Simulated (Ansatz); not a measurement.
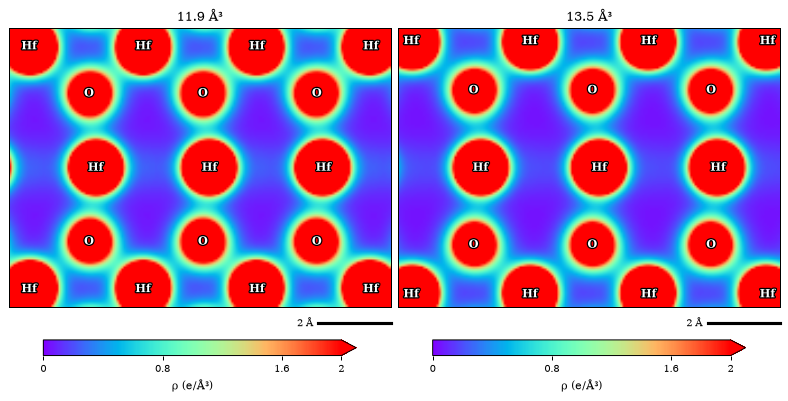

HfO2. The valence pseudo-density of cells scaled evenly to different volumes (given per atom above each panel), on the (110) plane of each (indices in the axes of the cell below), at one length scale and on one colour scale.

A point of a scan over the structure, not its minimum; a structure from a database of computed crystals, not necessarily the ambient phase; PAW files of the earlier set (soft_1).

The calculation used Ansatz 0.2.0, DFT PBE, scalar-relativistic, plane waves, PAW.

In a PAW calculation such maps are meaningful between the atoms, not at the nuclei.

The largest cell:

```xyz
6
Lattice="4.9627 0.0000 0.0000 0.0000 4.9627 0.0000 0.0000 0.0000 3.2920" Properties=species:S:1:pos:R:3 pbc="T T T"
Hf    0.0000    0.0000    3.1544
Hf    2.4814    2.4814    1.7836
O     0.9668    3.9959    1.6018
O     1.5145    1.5145    0.0441
O     3.4482    3.4482    0.0441
O     3.9959    0.9668    1.6018
```

| volume (Å³/atom) | Hf–O contact in the plane (Å) | ρ at its midpoint (e/Å³) | pressure (GPa) | gap on the mesh (eV) | 
| --- | --- | --- | --- | --- |
| 11.92 | 1.984 | 0.876 | 19.8 | 4.31 | 
| 12.54 | 2.018 | ? | ? | ? | 
| 13.51 | 2.069 | 0.731 | −9.0 | 3.82 | 

> Estimate the missing row, and compare with the calculation.

Over the known rows ln ρ falls by 2.13 per Å of Hf–O distance (the line through the two), which gives 0.815 e/Å³ at 2.018 Å; the calculation gives 0.815 e/Å³. For the pressure, a straight line in volume between the neighbouring rows gives 8.6 GPa; the calculation gives 6.3, lower because pressure rises ever faster on compression. For the gap on the mesh, a straight line in volume between the neighbouring rows gives 4.12 eV; the calculation gives 4.11.
